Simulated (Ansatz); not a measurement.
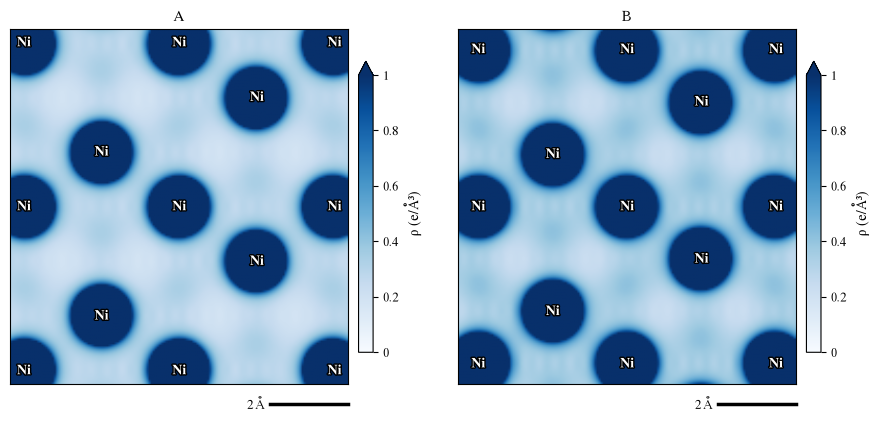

Ni. The valence charge density (pseudo) of two cells that differ in size, on the (110) plane of each (indices in the axes of the calculation cell), at one length scale and on one colour scale: A has 10.5 Å³ an atom and B 9.2.

The calculation used DFT, m-r2SCAN, plane waves (500 eV) with PAW, scalar-relativistic (Ansatz 0.2.0).

Core electrons are frozen (PAW), and the valence fields are smoothed inside the atomic spheres.

The larger cell:

```
Ni
1.0
     2.45110    0.00000    0.00000
    -1.22555    2.12271    0.00000
     0.00000    0.00000    8.04153
Ni
4
Direct
  0.00000 0.00000 0.00000
  0.00000 0.00000 0.50000
  0.33333 0.66667 0.25000
  0.66667 0.33333 0.75000
```

The smaller cell: a = 2.349 Å, b = 2.349 Å, c = 7.706 Å, α = 90.00°, β = 90.00°, γ = 120.00°.

What does the compression do to the bonding and the properties?

From the larger cell to the smaller, Ni–Ni goes from 2.46 to 2.36 Å, and the density at its midpoint from 0.34 to 0.41 e/Å³.
